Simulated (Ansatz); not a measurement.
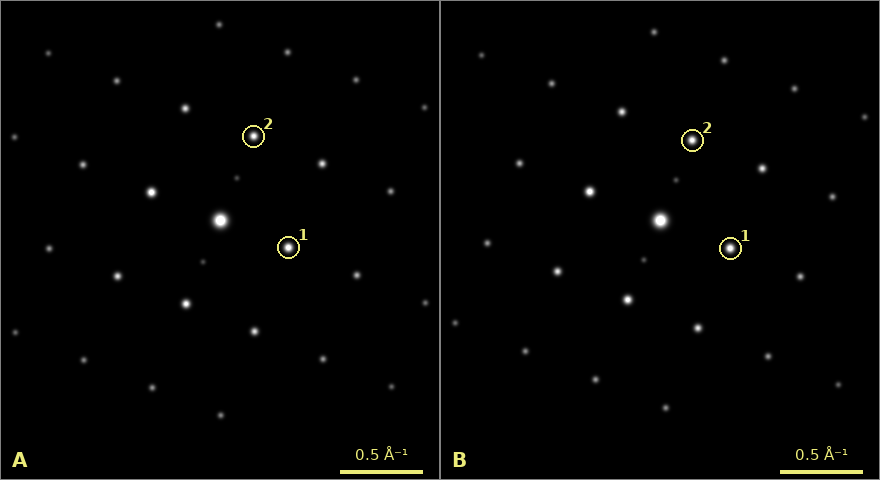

Kinematic electron diffraction patterns (300 kV, B = 0.5 Å², same scale) along [1-10] of the run's own cell, for the start and the end of one relaxation of KCl with Ansatz, DFT PBEsol, scalar-relativistic, plane waves, PAW. k mesh 6×6×3. The start is a generated model structure, and the relaxation ends in the nearest stationary point of its symmetry, not necessarily the ground state. Spot 1 is -1 -1 0 and spot 2 is 0 0 -4 in both.

Start structure:

```
K Cl
1.0
     4.41429    0.00000    0.00000
    -2.20715    3.82289    0.00000
     0.00000    0.00000    7.20850
K Cl
2 2
Direct
  0.00000 0.00000 0.00000
  0.00000 0.00000 0.50000
  0.33333 0.66667 0.25000
  0.66667 0.33333 0.75000
```

Question: Which pattern belongs to the start structure, and which to the relaxed one?

Answer: A is the start: its cell gives d(1) = 2.207 Å, d(2) = 1.802 Å and an angle of 90.0°. B is the relaxed structure, with d(1) = 2.153 Å (-2.5 %), d(2) = 1.894 Å (+5.1 %) and 90.0°.

Question: Summarise the relaxation behind the change.

Answer: The volume changed by +0.0 % to 30.42 Å³ an atom; the fractional coordinates hardly changed; the space group stayed P6_3/mmc (No. 194); the free energy fell by 8.2 meV an atom. Relaxed cell: a = 4.306 Å, b = 4.306 Å, c = 7.577 Å, α = 90.00°, β = 90.00°, γ = 120.00°.
